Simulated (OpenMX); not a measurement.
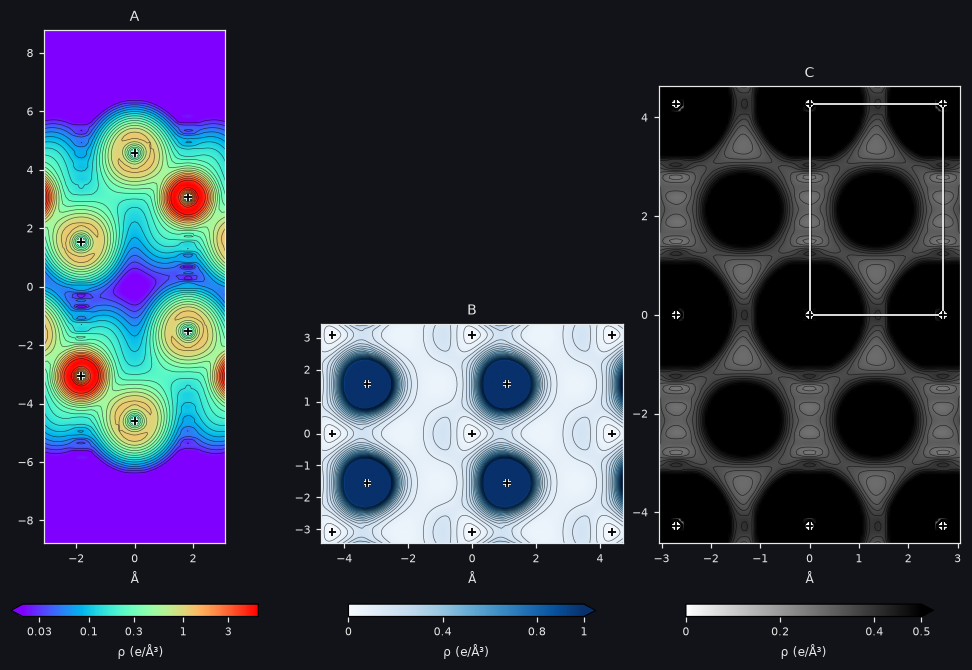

The valence electron density of 3 systems, each on a plane through atoms (crosses mark nuclei in the plane).

Level of theory: OpenMX 3.8.5, Kohn-Sham DFT of a periodic cell, PBE, OpenMX 2013 PBE set.

System 1: AlN, the (011) plane of the conventional cell. Space group F-43m; a structure from a database of computed crystals, not necessarily the ambient phase; computed pressure about 4 GPa in this cell.

```xyz
8
Lattice="4.3680 0.0000 0.0000 0.0000 0.0000 -4.3680 0.0000 4.3680 0.0000" Properties=species:S:1:pos:R:3 pbc="T T T"
Al    2.1840    0.0000   -2.1840
Al    0.0000    2.1840   -2.1840
Al    0.0000    0.0000    0.0000
Al    2.1840    2.1840    0.0000
N     1.0920    1.0920   -3.2760
N     3.2760    3.2760   -3.2760
N     3.2760    1.0920   -1.0920
N     1.0920    3.2760   -1.0920
```

System 2: MoS$_{2}$ (slab), the (110) plane of the calculation cell, a cut from vacuum to vacuum. Not relaxed (largest force 1.7 eV/Å).

```yaml
crystal:
  lattice:
    - [3.17100, 0.00000, 0.00000]
    - [-1.58550, 2.74617, 0.00000]
    - [0.00000, 0.00000, 24.17250]
  atoms:
    - { symbol: S, position: [0.00000, 0.00000, 0.31027] }
    - { symbol: Mo, position: [0.66667, 0.33333, 0.37351] }
    - { symbol: S, position: [0.33333, 0.66667, 0.43676] }
    - { symbol: S, position: [0.66667, 0.33333, 0.56324] }
    - { symbol: Mo, position: [0.33333, 0.66667, 0.62649] }
    - { symbol: S, position: [0.00000, 0.00000, 0.68973] }
```

System 3: Ru, the (100) plane of the conventional cell. Space group P6₃/mmc; computed pressure about 12 GPa in this cell.

```xyz
2
Lattice="2.7058 0.0000 0.0000 -1.3529 2.3433 0.0000 0.0000 0.0000 4.2819" Properties=species:S:1:pos:R:3 pbc="T T T"
Ru    1.3529    0.7811    3.2114
Ru    0.0000    1.5622    1.0705
```

**Which map belongs to which system?**

Panel A is system 2, MoS$_{2}$: the plane holds S and Mo. Mo–S (2.39 Å): the density is about 0.56 e/Å³ at the midpoint. Panel B is system 1, AlN: the plane holds Al and N. Al–N (1.89 Å): ρ at the midpoint is about 0.64 e/Å³. Panel C is system 3, Ru: the plane holds Ru. Ru–Ru (2.71 Å): the density is about 0.4 e/Å³ at the midpoint.
